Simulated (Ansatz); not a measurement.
```yaml
crystal:
  lattice:
    - [-1.32553, 2.29589, 0.00000]
    - [0.00000, 0.00000, 4.54174]
    - [8.08575, 4.36219, 0.00000]
  atoms:
    - { symbol: Si, position: [0.53333, 0.25000, 0.83333] }
    - { symbol: Si, position: [0.95833, 0.25000, 0.08333] }
    - { symbol: Si, position: [0.48333, 0.25000, 0.33333] }
    - { symbol: Si, position: [0.00833, 0.25000, 0.58333] }
    - { symbol: Si, position: [0.04167, 0.75000, 0.91667] }
    - { symbol: Si, position: [0.46667, 0.75000, 0.16667] }
    - { symbol: Si, position: [0.99167, 0.75000, 0.41667] }
    - { symbol: Si, position: [0.51667, 0.75000, 0.66667] }
```

Space group P2₁/m; a structure from a database of computed crystals, not necessarily the ambient phase.

All numbers below come from DFT LDA, scalar-relativistic, plane waves, PAW in Ansatz.

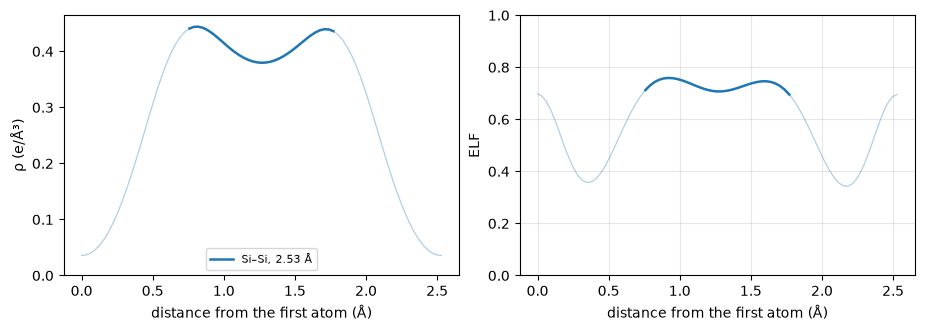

Si. Valence pseudo-density and electron localisation function along straight lines between neighbouring atoms. Thin, pale parts lie inside the atomic spheres.

In a PAW calculation such maps are meaningful between the atoms, not at the nuclei.

### What can be read from the curves?

Si–Si (2.53 Å): ρ is about 0.38 e/Å³ halfway; the ELF peaks at about 0.75 between the atoms.
